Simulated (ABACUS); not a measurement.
## Energy of Mo along an even scaling of the cell

System: Mo (1 atom in the cell).
Method: Kohn-Sham DFT of a periodic cell, PBE, PseudoDojo NC SR 0.4.1 PBE standard, no spin polarisation (ABACUS 3.10.1).

The 7 runs differ only in the geometry, by an even scaling of the cell at fixed fractional positions. The structure derives from a Materials Project entry.

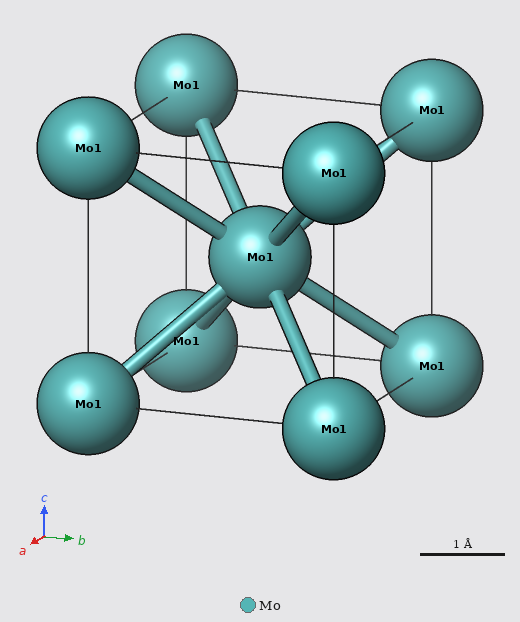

Figure 1. The structure of run 4 (ball-and-stick view of the cell 2 times as large as that of the calculation, set on its symmetry axes, seen slightly off an axis; atoms are numbered from 1 in the order of the input).

### The input of run 4
```
INPUT_PARAMETERS
suffix              Mo
calculation         scf
basis_type          pw
pseudo_dir          ./
symmetry            1
dft_functional      pbe
ecutwfc             81
pseudo_rcut         10
nspin               1
nbands              11
ks_solver           dav
smearing_method     fd
smearing_sigma      0.00367493
scf_thr             1e-08
scf_nmax            100
mixing_type         broyden
mixing_beta         0.7
cal_force           1
cal_stress          1
kpar                4
```

### File STRU of run 4
```
ATOMIC_SPECIES
Mo 95.9500 Mo.upf

LATTICE_CONSTANT
1.8897261246

LATTICE_VECTORS
-1.5838089719 1.5838089719 1.5838089719
1.5838089719 -1.5838089719 1.5838089719
1.5838089719 1.5838089719 -1.5838089719

ATOMIC_POSITIONS
Direct

Mo
0.0
1
0.0000000000 0.0000000000 0.0000000000 1 1 1
```

### File KPT of run 4
```
K_POINTS
0
Gamma
12 12 12 0 0 0
```

Command:
```bash
OMP_NUM_THREADS=1 mpirun -np 4 abacus > log
```

Lattice vectors (Å) and fractional positions of run 4:
```
  -1.583809    1.583809    1.583809
   1.583809   -1.583809    1.583809
   1.583809    1.583809   -1.583809
Mo  0.000000  0.000000  0.000000
```

Run 5 differs from it as follows:
```diff
--1.5838089719 1.5838089719 1.5838089719
-1.5838089719 -1.5838089719 1.5838089719
-1.5838089719 1.5838089719 -1.5838089719
+-1.5942980787 1.5942980787 1.5942980787
+1.5942980787 -1.5942980787 1.5942980787
+1.5942980787 1.5942980787 -1.5942980787
```

### Results, with one run withheld

```csv
run,volume per atom (Å³),"free energy per atom, from the lowest run given (meV)",pressure (GPa)
1,14.938,42.00,16.55
2,15.256,15.88,9.88
3,15.574,2.30,3.89
4,15.892,0.00,−1.49
5,16.209,?,?
6,16.527,24.77,−10.70
7,16.845,49.88,−14.61
```

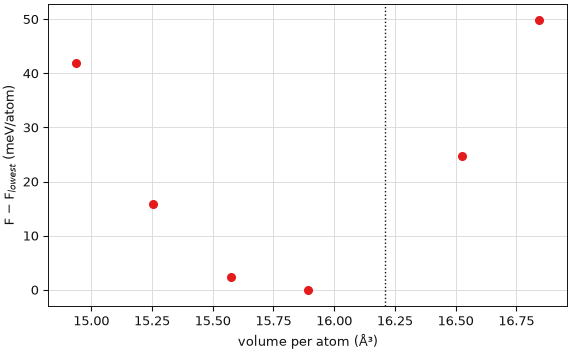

Figure 2. Free energy per atom of the runs given; the dotted line marks run 5.

What should run 5 give?

A cubic polynomial in V^(−2/3) (the Birch–Murnaghan form), fitted to the 6 runs given, misses them by at most 0.01 meV per atom. With x = V^(−2/3) − 0.15872 Å⁻², it reads F = −0.40598 − 215.17 x + 1.1498e+06 x² + 1.1374e+06 x³ (meV per atom). At run 5 it gives 7.82 meV per atom, and the run itself gives 7.83. The slope of the fit gives a pressure −dF/dV of −6.32 GPa there, and the run prints −6.34 GPa. The fit has its minimum at 15.800 Å³ per atom, where V d²F/dV² gives 261 GPa: the bulk modulus at this level, since symmetry fixes the shape and the positions.

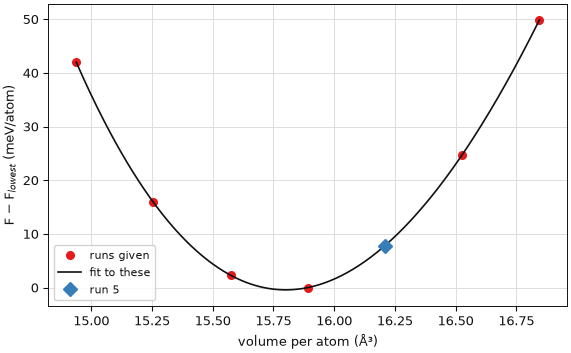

Figure 3. The fit and the withheld run.

### Some lines of the output (run 5)
```
[...]
                          Volume (Bohr^3) = 109.387
                             Volume (A^3) = 16.2094
 E_Fermi        1.5703740012         21.3660344073
 E_Fermi        1.4933556414         20.3181458633
 E_Fermi        1.5048557943         20.4746134702
 E_Fermi        1.5026531360         20.4446447675
 E_Fermi        1.5027674698         20.4462003584
 E_KS(sigma->0) -140.5570721427      -1912.3770753380
 E_Fermi        1.5027856196         20.4464472987
 final etot is -1912.3783917 eV
 EFERMI = 20.446447299 eV
 TOTAL-PRESSURE: -63.392259 KBAR
 !FINAL_ETOT_IS -1912.3783916720365141 eV
```
